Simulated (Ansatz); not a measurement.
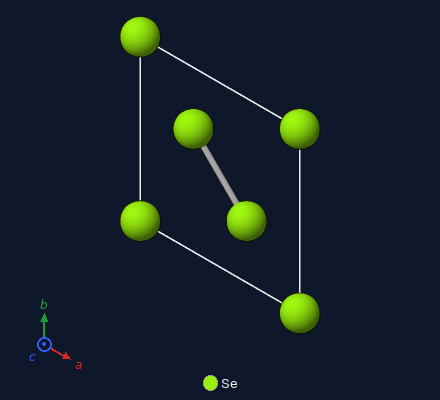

The structure, seen along [001]; the drawing may span several cells.

Structure (in its standard cell), the input geometry of an electronic-structure calculation (not necessarily at equilibrium); the starting structure was generated, so it need not be a known form of this composition:

```
CELL_PARAMETERS angstrom
4.70658 0.00000 0.00000
-2.35329 4.07602 0.00000
0.00000 0.00000 3.41846
ATOMIC_POSITIONS crystal
Se 0.00000 0.00000 0.00000
Se 0.33333 0.66667 0.50000
Se 0.66667 0.33333 0.50000
```

**What does the kinematic electron diffraction pattern along [001] look like at 120 kV (B = 0.5 Å²)?**

The spots form a hexagonal net with both shortest vectors at d = 2.35 Å, 60.0° apart. They are 2 -1 0 and 1 1 0. The pattern has symmetry 6mm. Reflections such as 1 -1 0, 1 0 0, 0 1 0 are allowed but too weak to see at this display level.

Strongest reflections with d > 0.80 Å, one of each family (|F|² from tabulated Gaussian fits of the electron scattering factors, times a small damping for the curvature of the Ewald sphere):

```csv
hkl,d (Å),I (strongest = 100)
2 -1 0,2.353,100
3 0 0,1.359,29
4 -2 0,1.177,20
5 -1 0,0.889,8
```

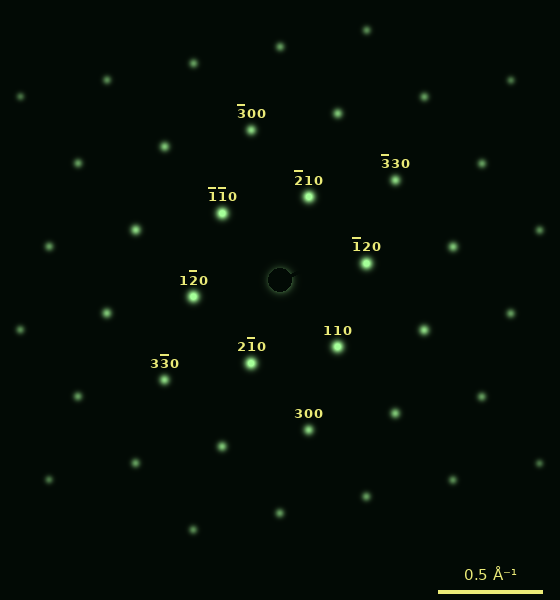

Calculated pattern, seen from the source side with [001] pointing towards the source.
